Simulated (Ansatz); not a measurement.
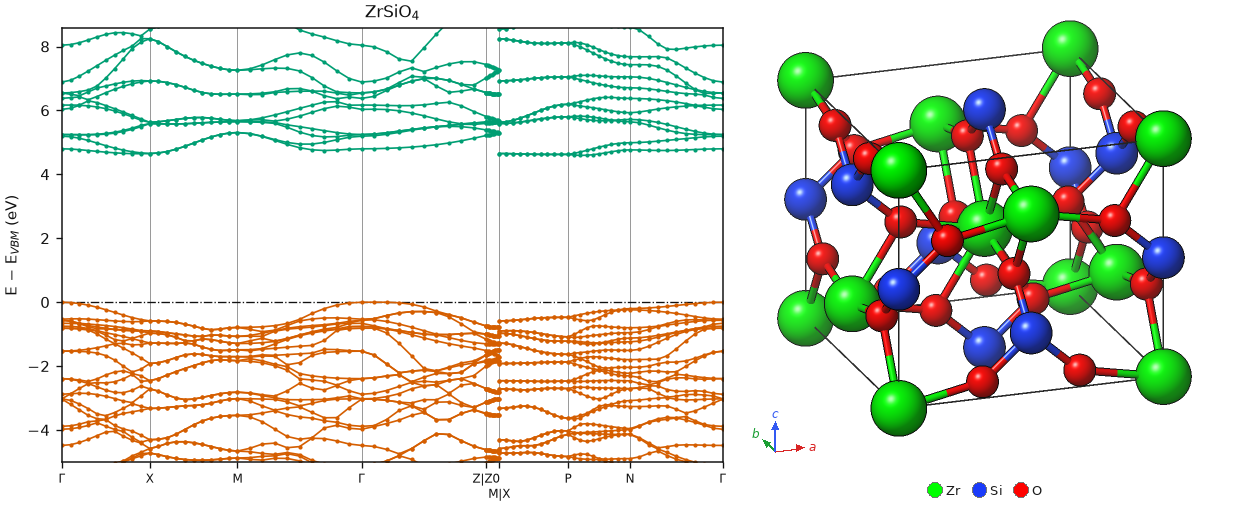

Band structure, beside the structure. Energies are counted from the top of the valence band.

The material is ZrSiO₄, space group I4_1/amd (No. 141), 12 atoms in the cell; a = 5.60 Å, b = 5.60 Å, c = 5.60 Å, α = 106.81°, β = 106.81°, γ = 114.93°.

Level of theory: DFT PBE, scalar-relativistic, plane waves, PAW, no spin polarisation, 6×6×6 k mesh, 420 eV cutoff, Gaussian smearing of 0.02 eV; code Ansatz.

Metal, semiconductor or insulator, and what is the gap?

Answer. The bands leave a gap. The gap along this path is 4.59 eV and indirect, from the valence-band top at Γ to the conduction-band bottom between P and N; the smallest direct gap is 4.80 eV, at Γ.

What are the direct gaps at M, P and Γ?

Answer. The direct gaps are 6.10 eV at M, 5.10 eV at P and 4.80 eV at Γ.

How many bands meet at the valence-band top?

Answer. The top valence level at Γ is a single band, not degenerate (spin aside).

How much do the top valence band and the lowest conduction band disperse along the path?

Answer. The top valence band spans 0.9 eV and the lowest conduction band 0.7 eV.
